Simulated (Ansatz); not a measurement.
**HfO3: density, localisation and related maps**

The calculation's input:

```
crystal:
  lattice:
    - [3.2723071062, 0.0, 0.0]
    - [0.0, 3.2723071062, 0.0]
    - [0.0, 0.0, 4.0654417294]
  atoms:
    - { symbol: Hf, position: [0.0, 0.0, 0.0] }
    - { symbol: O, position: [0.5, 0.5, 0.8135788539] }
    - { symbol: O, position: [0.0, 0.0, 0.5] }
    - { symbol: O, position: [0.5, 0.5, 0.1864211461] }
basis:
  ecutwfc: 420
kpoints:
  mp_grid: { grid: [14, 14, 12] }
hamiltonian:
  xc: pbe
scf:
  occupations: { method: gaussian, width: 0.1 }
output:
  forces: true
  stress: true
  eigenvalues: true
  write_density: true
  write_potential: true
  elf: true
  volumetric_format: npy
relax:
  adjacent_minimum: "off"
  f_tol: 0.01
  max_steps: 80
  cell: { stress_tol: 0.05 }
```

Launched as:

```sh
ansatz run input.yaml --threads 1 --pin off --max-ram 2560MiB --backend cpu --events-out ev --progress --plain --runs-dir out
```

Below, planes, directions and counts refer to the conventional cell (a = 3.29 Å, b = 3.29 Å, c = 4.05 Å, α = 90.00°, β = 90.00°, γ = 90.00°).

The fields are those of the run's last geometry, not of the input's.

Space group P4/mmm; a structure generated by program, which may or may not match a known phase.

The calculation used DFT PBE, scalar-relativistic, plane waves, PAW in Ansatz.

The density is the valence pseudo-density of a PAW calculation; it isn't the true density close to the nuclei.

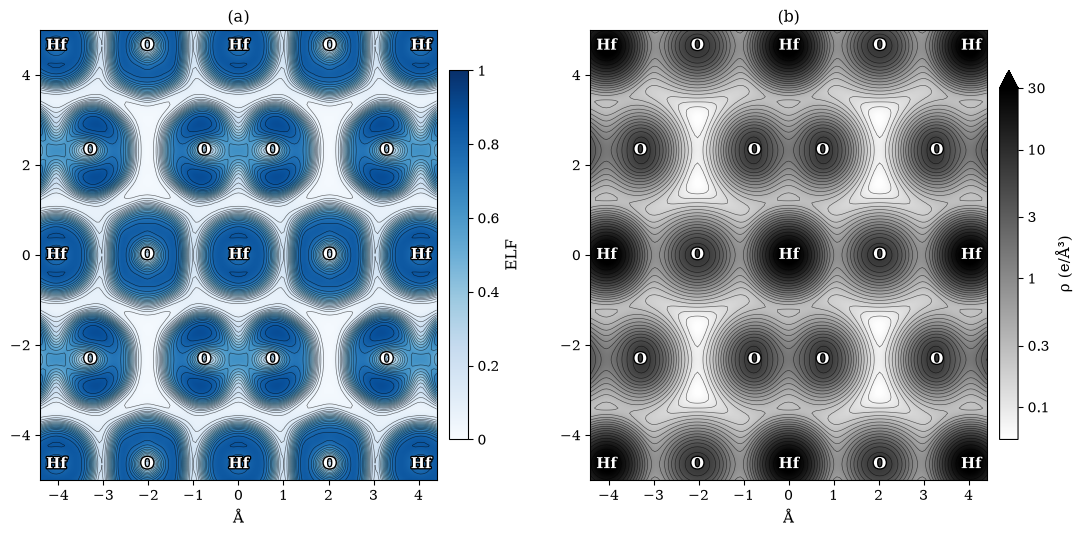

Figure 1. (a) electron localisation function; (b) valence charge density (pseudo) on the (11̄0) plane of the conventional cell.

**Read the bonding off the picture.**

The section cuts through Hf and O sites.
O–O (1.52 Å): ρ is about 1.6 e/Å³ halfway; the ELF peaks at about 0.65 between the atoms.
Hf–O (2.03 Å): ρ at the midpoint is about 0.92 e/Å³; the ELF peaks at about 0.85 in the valence shell of O, 0.6 Å from its nucleus, and drops to about 0.20 between the two atoms (no shared electron pair shows on this line).
Between the atoms the lowest density in this plane is 0.06 e/Å³.
The features right at Hf lie inside the PAW spheres, where the map follows smoothed inner orbitals and isn't to be read closely.

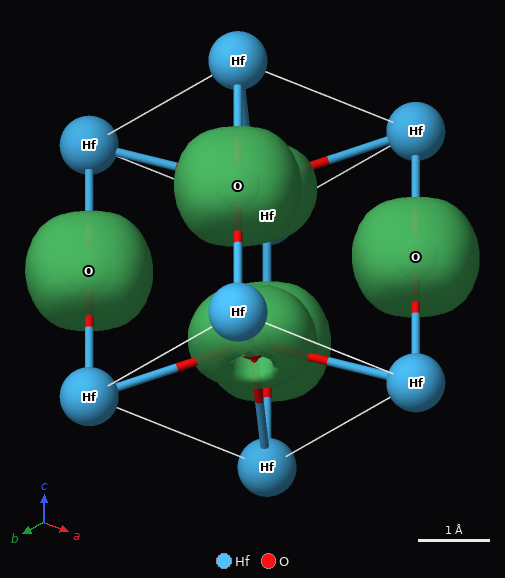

Figure 2. Isosurface of the ELF at 0.65 (green), seen at an oblique angle. Only the valence region is drawn (cores and ρ < 0.01 e/Å³ removed). Sticks mark near contacts.

**Describe the localisation domains.**

At this value the surface marks out three regions wrapped around O (the valence shell of each), counted in one cell of 4 atoms. Regions shared between cells count once.

**Metal or insulator at this level of theory?**

It is metallic or semimetallic at this level of theory: no gap opens.
